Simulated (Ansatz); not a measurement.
Input

```
crystal:
  lattice:
    - [4.738, 0.0, 0.0]
    - [0.0, 4.738, 0.0]
    - [0.0, 0.0, 3.1865]
  atoms:
    - { symbol: Sn, position: [0.0, 0.0, 0.0] }
    - { symbol: Sn, position: [0.5, 0.5, 0.5] }
    - { symbol: O, position: [0.3071, 0.3071, 0.0] }
    - { symbol: O, position: [0.1929, 0.8071, 0.5] }
    - { symbol: O, position: [0.6929, 0.6929, 0.0] }
    - { symbol: O, position: [0.8071, 0.1929, 0.5] }
total_charge: 0.2
basis:
  ecutwfc: 500
  fft_grid_basis: typed
kpoints:
  mp_grid: { grid: [6, 6, 8] }
hamiltonian:
  xc: pbe
scf:
  occupations: { method: gaussian, width: 0.05 }
output:
  forces: true
  stress: true
  eigenvalues: true
  bader: true
  write_density: true
  volumetric_format: npy
```

Launched as:

```sh
ansatz run input.yaml --threads 2 --pin off --max-ram 4096MiB --backend cpu --events-out ev --progress --plain --runs-dir out
```

The picture shows the conventional cell (a = 4.74 Å, b = 4.74 Å, c = 3.19 Å, α = 90.00°, β = 90.00°, γ = 90.00°).

Space group P4_2/mnm; the calculation finds a residual pressure of about 11 GPa at this fixed cell.

All numbers below come from DFT PBE, scalar-relativistic, plane waves, PAW (Ansatz).

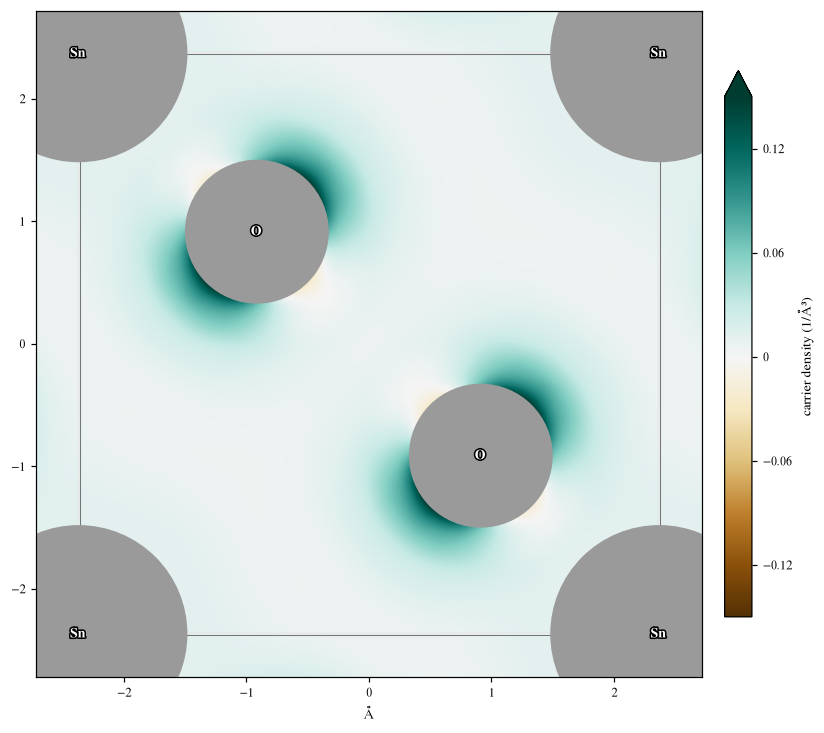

SnO2. Where the hole sits when 0.2 electron is taken from the 6-atom cell of the calculation (uniform compensating background, atoms fixed); the change of density for each carrier, counted positive where the carrier is: a map on the (001) plane of the conventional cell, with grey discs over the atomic cores. Cores are masked to 0.9 Å (Sn) and 0.6 Å (O).

In a PAW calculation such maps are meaningful between the atoms, not at the nuclei.

Q: Where does the doped charge go?

A: Summed over atomic cells sized by the Bader volumes, the hole divides as O about 85 % and Sn about 15 %; the most favoured element is O, which fills 70 % of the volume.
- Over the whole cell, outside the cores, it is densest at the edge of the masked core of O.
- The counter-flow of charge adds up to under 0.1 e for each carrier.
- These are shares of the net change, screening included; the states that take the carrier can be more concentrated.
